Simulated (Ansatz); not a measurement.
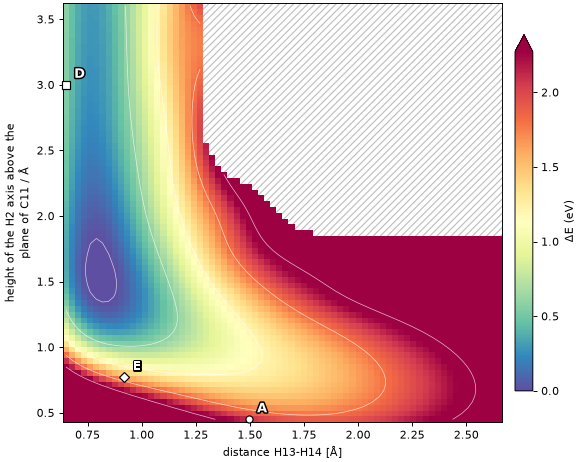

H₂ on a C(101) slab cut from the P6/mmm phase, its upper half relaxed before the scan (12 atoms of substrate and one adsorbate in a 2 × 1 cell). H2 lies flat over one site of a rigid substrate while its bond length and height are varied; it sits over a hollow of the top layer over the deeper atom C9, heights counted from the top plane, its axis along the second surface vector. Coordinates scanned: (1) distance H13-H14; (2) height of the H2 axis above the plane of C11. The grid has 8 × 9 points. At 15 points there is no value (left out: too close to the surface, or the stretched molecule far from it). Points are written as (first, second). All energies are given in eV relative to the lowest grid point. Computed with Ansatz 0.2.0, DFT LDA, scalar-relativistic, plane waves, PAW. Settings: cutoff 420 eV, k-mesh 6×3×1, gaussian smearing 0.1 eV, no spin polarisation.

The picture shows a smooth colour map with a few white contour lines, one colour for all values above the top of the scale, hatched blanks where no value was computed, lettered points. Between grid points the surface is interpolated.

> Is D the lowest point of the computed grid?

No. D lies 0.55 eV above the lowest grid point, which is at (0.750 Å, 1.73 Å).

> Rank the lettered points by energy, lowest first.

D (0.55 eV), E (1.63 eV), A (2.09 eV).
